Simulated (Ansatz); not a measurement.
**MoS₂: single-point calculation**

MoS₂ (P3m1, 9 atoms in the cell), set up with DFT, PBEsol, plane waves, PAW (Ansatz 0.2.0).

The structure derives from a Materials Project entry.

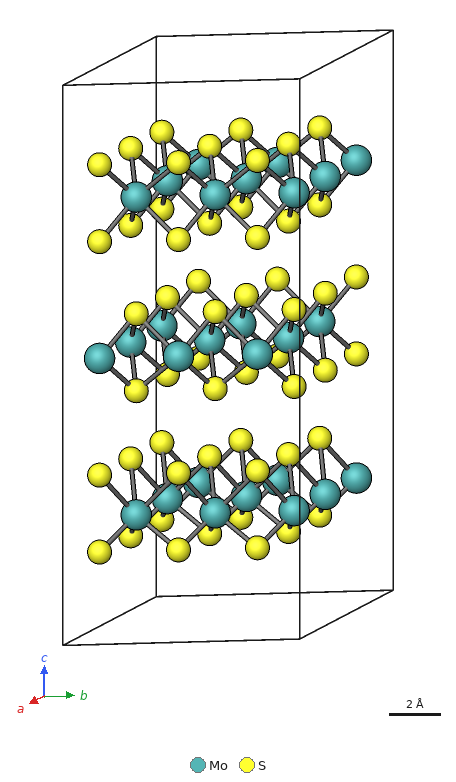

The input geometry (ball-and-stick view of the 3 × 3 repeat of the cell, with the vacuum cut short, seen slightly off an axis). An atom can appear more than once, as a periodic image.

**What the run reported**

```tsv
quantity	value
outcome	refused by the program
space group (tolerance 0.01 Å)	P3m1 (156)
hardware	2 threads of Intel Xeon @ 2.50GHz (Skylake/Cascade Lake), 189 GiB of memory available, shared host
```

**Diagnosis**

A setting was made wrong on purpose: a cutoff far too low (`basis.ecutwfc`). The plane-wave basis is far from complete, so energies, forces and above all the stress are wrong. The program refused the input: “inconsistent input (basis.ecutwfc, kpoints): the smallest per-k basis holds n_pw = 21 plane waves (k-point 0, counted from 0 among those solved) but the deck needs at least 40 band(s) per channel, and no run solves more bands than the smallest per-k basis has plane waves …”

**Input file**
```yaml
crystal:
  lattice:
    - [3.1407285108, 0.0, 0.0]
    - [-1.5703642554, 2.7199506767, 0.0]
    - [0.0, 0.0, 28.0139064959]
  atoms:
    - { symbol: Mo, position: [0.6666666667, 0.3333333333, 0.0] }
    - { symbol: Mo, position: [0.3333333333, 0.6666666667, 0.76482221] }
    - { symbol: Mo, position: [0.3333333333, 0.6666666667, 0.224468823] }
    - { symbol: S, position: [0.3333333333, 0.6666666667, 0.0556609006] }
    - { symbol: S, position: [0.6666666667, 0.3333333333, 0.8311968859] }
    - { symbol: S, position: [0.6666666667, 0.3333333333, 0.2800842459] }
    - { symbol: S, position: [0.3333333333, 0.6666666667, 0.9443390994] }
    - { symbol: S, position: [0.6666666667, 0.3333333333, 0.7199157541] }
    - { symbol: S, position: [0.6666666667, 0.3333333333, 0.1688031141] }
basis:
  ecutwfc: "20 eV"
kpoints:
  mp_grid: { grid: [12, 12, 1] }
hamiltonian:
  xc: pbesol
scf:
  occupations: { method: gaussian, width: 0.05 }
  max_iter: 75
output:
  forces: true
  eigenvalues: true
  stress: true
```

Run as:
```bash
ansatz run input.yaml --threads 2 --pin off --max-ram 5120MiB --backend cpu --events-out ev --progress --plain --runs-dir out
```

**Log**
```
Error: inconsistent input (basis.ecutwfc, kpoints): the smallest per-k basis holds n_pw = 21 plane waves (k-point 0, counted from 0 among those solved) but the deck needs at least 40 band(s) per channel, and no run solves more bands than the smallest per-k basis has plane waves; raise basis.ecutwfc until the smallest per-k basis, which caps the automatic band count, holds at least 40 plane waves
```
